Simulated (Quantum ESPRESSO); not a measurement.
**Energy of BP along an even scaling of the cell**

System: BP (F-43m, 2 atoms in the cell).
Method: Kohn-Sham DFT of a periodic cell, PBE, SSSP 1.3 efficiency PBE, no spin polarisation (Quantum ESPRESSO 7.5).

The 7 runs differ only in the geometry, by an even scaling of the cell at fixed fractional positions. The structure derives from an entry of the Crystallography Open Database.

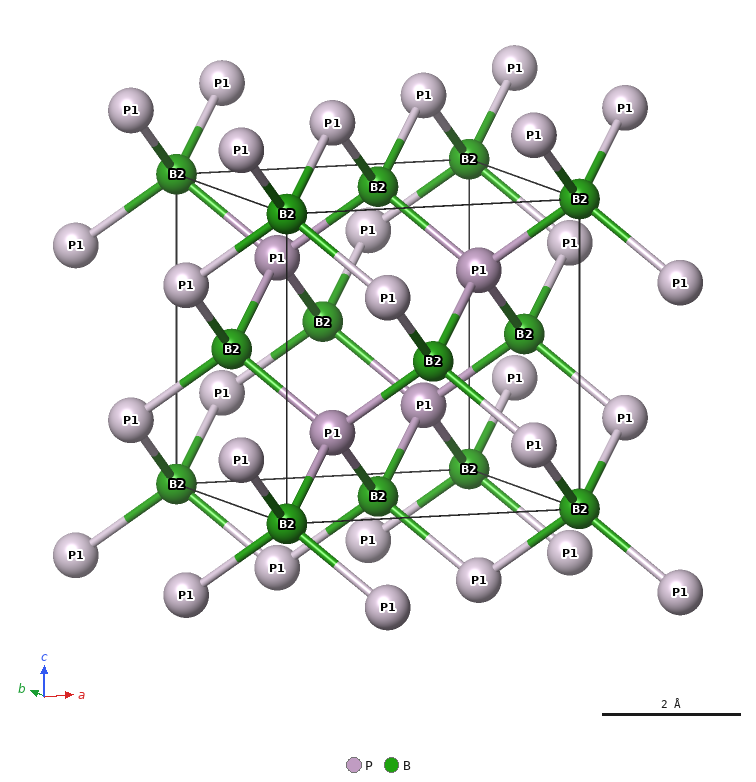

Figure 1. The structure of run 4 (ball-and-stick view of the cell 4 times as large as that of the calculation, set on its symmetry axes, seen slightly off an axis; neighbours outside the cell are drawn fainter; atoms are numbered from 1 in the order of the input).

**The input of run 4**
```
&CONTROL
  calculation = 'scf'
  prefix = 'pwscf'
  outdir = './tmp'
  pseudo_dir = './pseudo'
  tprnfor = .true.
  tstress = .true.
  disk_io = 'low'
/
&SYSTEM
  ibrav = 0
  nat = 2
  ntyp = 2
  ecutwfc = 55
  ecutrho = 440
  nbnd = 9
  occupations = 'smearing'
  smearing = 'fd'
  degauss = 0.00367493
/
&ELECTRONS
  conv_thr = 4d-10
  electron_maxstep = 120
  mixing_beta = 0.5
/
ATOMIC_SPECIES
P     30.9738 P.pbe-n-rrkjus_psl.1.0.0.UPF
B     10.8100 b_pbe_v1.4.uspp.F.UPF
CELL_PARAMETERS angstrom
   0.0000000000    2.2690000000    2.2690000000
   2.2690000000    0.0000000000    2.2690000000
   2.2690000000    2.2690000000    0.0000000000
ATOMIC_POSITIONS crystal
P      0.7500000000    0.7500000000    0.7500000000
B      0.0000000000    0.0000000000    0.0000000000
K_POINTS automatic
10 10 10 0 0 0
```

**File pp_density.in of run 4**
```
&INPUTPP
  prefix = 'pwscf'
  outdir = './tmp'
  filplot = 'density.dat'
  plot_num = 0
/
&PLOT
  nfile = 1
  filepp(1) = 'density.dat'
  iflag = 3
  output_format = 6
  fileout = 'density.cube'
/
```

**File pp_potential.in of run 4**
```
&INPUTPP
  prefix = 'pwscf'
  outdir = './tmp'
  filplot = 'potential.dat'
  plot_num = 11
/
&PLOT
  nfile = 1
  filepp(1) = 'potential.dat'
  iflag = 3
  output_format = 6
  fileout = 'potential.cube'
/
```

Command:
```bash
OMP_NUM_THREADS=1 pw.x -in pw.in > pw.out
OMP_NUM_THREADS=1 pp.x -in pp_density.in > pp_density.out
OMP_NUM_THREADS=1 pp.x -in pp_potential.in > pp_potential.out
```

Run 3 has the same physical settings and fractional positions; its lattice vectors (Å) are:
```
   0.000000    2.253771    2.253771
   2.253771    0.000000    2.253771
   2.253771    2.253771    0.000000
```

**Results, with one run withheld**

| run | volume per atom (Å³) | free energy per atom, from the lowest run given (meV) | pressure (GPa) | gap on the mesh (eV) |
| --- | --- | --- | --- | --- |
| 1 | 10.981 | 29.14 | 12.64 | 1.16 |
| 2 | 11.214 | 13.73 | 8.42 | 1.19 |
| 3 | 11.448 | ? | ? | ? |
| 4 | 11.682 | 0.00 | 1.10 | 1.25 |
| 5 | 11.915 | 0.65 | −2.07 | 1.27 |
| 6 | 12.149 | 5.71 | −4.95 | 1.30 |
| 7 | 12.383 | 14.79 | −7.56 | 1.32 |

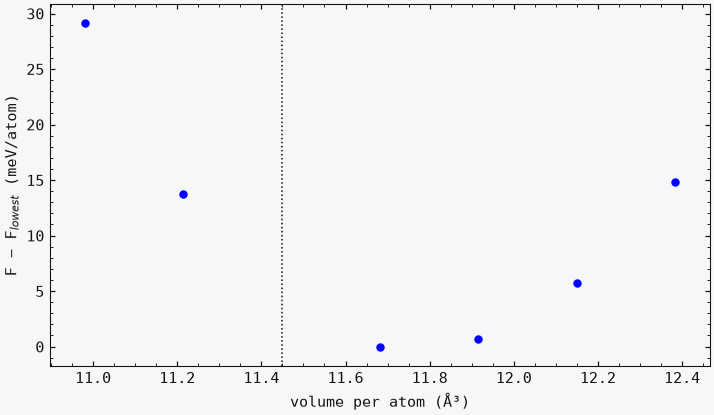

Figure 2. Free energy per atom of the runs given; the dotted line marks run 3.

What should run 3 give?

A cubic polynomial in V^(−2/3) (the Birch–Murnaghan form), fitted to the 6 runs given, misses them by at most 0.01 meV per atom. With x = V^(−2/3) − 0.19400 Å⁻², it reads F = −0.14056 + 481.33 x + 3.5706e+05 x² − 75311 x³ (meV per atom). At run 3 it gives 4.18 meV per atom, and the run itself gives 4.20. The slope of the fit gives a pressure −dF/dV of 4.65 GPa there, and the run prints 4.59 GPa. The two needn't agree exactly: the fit is approximate, and the printed stress is taken on a finite basis. The fit has its minimum at 11.764 Å³ per atom, where V d²F/dV² gives 162 GPa: the bulk modulus at this level, since symmetry fixes the shape and the positions. The gap on the mesh goes, without turning, from 1.16 eV in run 1 to 1.32 eV in run 7; run 3 has 1.22 eV. These are gaps of this functional on this mesh, which can miss the band edges; they aren't the measured gap.

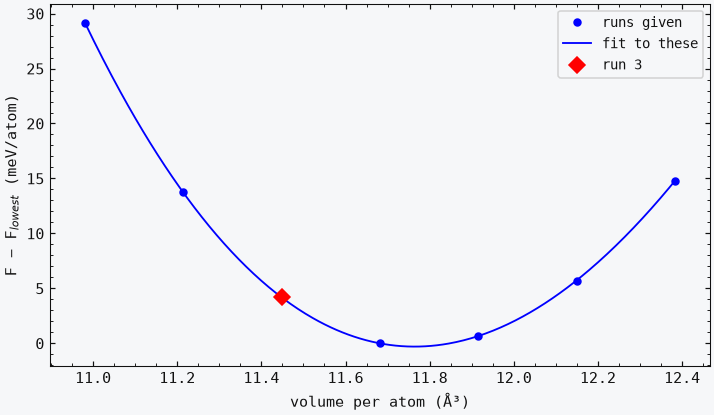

Figure 3. The fit and the withheld run.

**Some lines of the output (run 3)**
```
[...]
     unit-cell volume          =     154.5098 (a.u.)^3
     number of k points=    47  Fermi-Dirac smearing, width (Ry)=  0.0037
     total energy              =     -20.47573954 Ry
     total energy              =     -20.49927394 Ry
     total energy              =     -20.49960055 Ry
     total energy              =     -20.49972780 Ry
     total energy              =     -20.49973501 Ry
     total energy              =     -20.49973676 Ry
     total energy              =     -20.49973684 Ry
     the Fermi energy is    10.0924 ev
!    total energy              =     -20.49973684 Ry
     The total energy is F=E-TS. E is the sum of the following terms:
     Computing stress (Cartesian axis) and pressure
          total   stress  (Ry/bohr**3)                   (kbar)     P=       45.88
```
